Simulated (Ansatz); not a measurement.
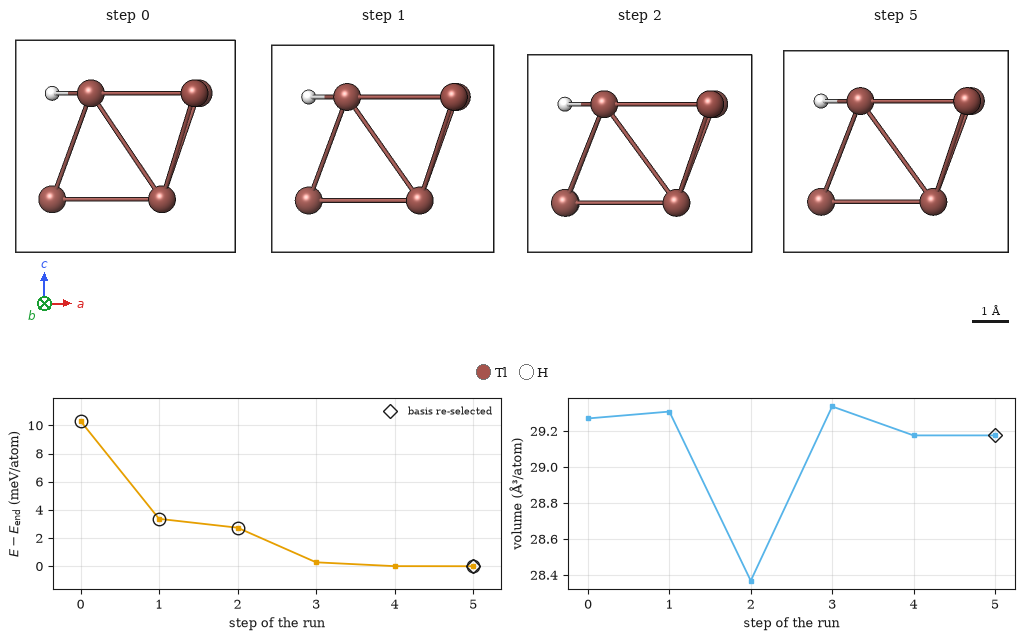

Frames of a relaxation of crystalline Tl₈H (set up in P-6m2), marked on the history of the run. A ball-and-stick model of the cell of the calculation, seen along the b axis.

Case: 1 H put on empty site 2 of 4 host cells, relaxed.

These are results of DFT PBE, scalar-relativistic, plane waves, PAW in Ansatz, not measurements.

The input:
```yaml
crystal:
  lattice:
    - [7.1401904533, 0.0, 0.0]
    - [-3.5700952266, 6.1835863204, 0.0]
    - [0.0, 0.0, 5.966494732]
  atoms:
    - { symbol: Tl, position: [0.1666666667, 0.3333333333, 0.25] }
    - { symbol: Tl, position: [0.1668852709, 0.8334426354, 0.25] }
    - { symbol: Tl, position: [0.6665573646, 0.3331147291, 0.25] }
    - { symbol: Tl, position: [0.6665573646, 0.8334426354, 0.25] }
    - { symbol: Tl, position: [0.3426829774, 0.1573170226, 0.75] }
    - { symbol: Tl, position: [0.3426829774, 0.6853659549, 0.75] }
    - { symbol: Tl, position: [0.8146340451, 0.1573170226, 0.75] }
    - { symbol: Tl, position: [0.8333333333, 0.6666666667, 0.75] }
    - { symbol: H, position: [0.1666666667, 0.3333333333, 0.75] }
basis:
  ecutwfc: 420
kpoints:
  mp_grid: { grid: [6, 6, 6] }
hamiltonian:
  xc: pbe
scf:
  occupations: { method: gaussian, width: 0.1 }
output:
  forces: true
  stress: true
  eigenvalues: true
relax:
  adjacent_minimum: "off"
  f_tol: 0.025
  max_steps: 70
  cell: { stress_tol: 0.12 }
```

Run as
```bash
ansatz run input.yaml --threads 2 --pin off --max-ram 5120MiB --backend cpu --events-out ev --progress --plain --runs-dir out
```

Describe the path.

Answer. Over 4 accepted moves (5 points after the start) the energy falls by 10.3 meV per atom. Largest force component: 0.042 eV/Å at the start, 0.0039 eV/Å at the end. Pressure: −0.07 GPa at the start and −0.02 GPa at the end. At 1 point the geometry stayed and the basis and grid were re-selected for the new cell (energy shift of less than 0.05 meV per atom at most each time). The largest moves relative to the cell, 0.012 Å, are those of Tl5, Tl6 and Tl7. Tl6 goes along [−1 −2 0]. H stays in place. Cell: a = b 7.140 → 7.309 Å (+2.4 %), c 5.966 → 5.676 Å (−4.9 %). Volume −0.3 %. Some distances before and after: Tl5–Tl6 3.370 → 3.470 Å, Tl1–Tl5 3.693 → 3.601 Å, Tl2–Tl3 3.572 → 3.664 Å, Tl2–Tl5 3.594 → 3.504 Å. Bond angles that change, for instance: Tl5–Tl2–Tl5 112.2° → 108.2°, Tl5–Tl2–Tl6 55.9° → 59.4°. The space group stays P-6m2 (No. 187). From step 0 to 1: Tl atoms move most (0.04 Å), volume +0.1 %, energy −6.9 meV per atom. From step 1 to 2: Tl atoms move most (0.03 Å), volume −3.2 %, energy −0.6 meV per atom. From step 2 to 5: Tl atoms move most (0.02 Å), volume +2.8 %, energy −2.7 meV per atom.
